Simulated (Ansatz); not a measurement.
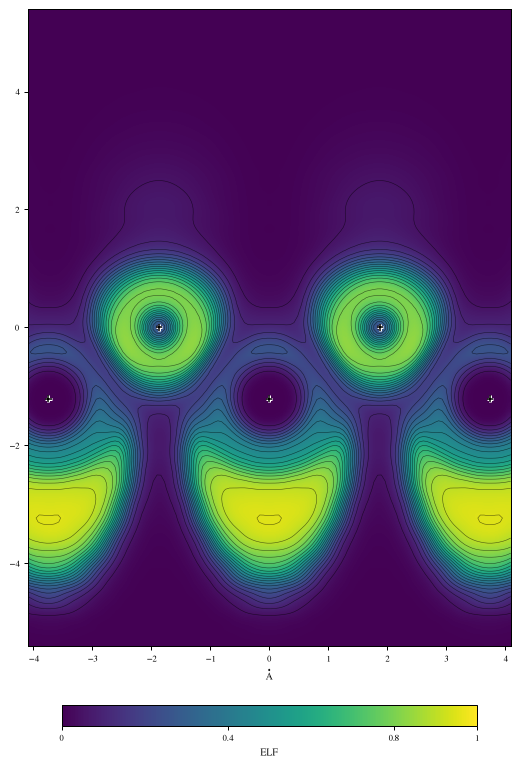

The ELF on a plane through atoms (crosses mark nuclei in the plane).

All numbers below come from DFT PBE+D3(BJ), scalar-relativistic, plane waves, PAW in Ansatz.

Candidates:
A. WSe2, a = 3.28 Å, b = 3.28 Å, c = 12.79 Å, α = 90.00°, β = 90.00°, γ = 120.00°. Space group P6₃/mmc.
B. HC24 (slab), a = 4.93 Å, b = 4.93 Å, c = 25.70 Å, α = 90.00°, β = 90.00°, γ = 120.00°. Spin-polarised.
C. SnO (slab), a = 3.74 Å, b = 3.74 Å, c = 30.63 Å, α = 90.00°, β = 90.00°, γ = 90.00°. Changed on purpose from its base cell (biaxial strain -0.020, atoms relaxed).

> Which system is this?

Candidate C: SnO on the (010) plane of the calculation cell, a cut from vacuum to vacuum, which holds Sn and O. Sn–O (2.23 Å): the ELF peaks at about 0.85 in the valence shell of O, 0.6 Å from its nucleus, and is about 0.20 at the midpoint; no localised pair shows between them.
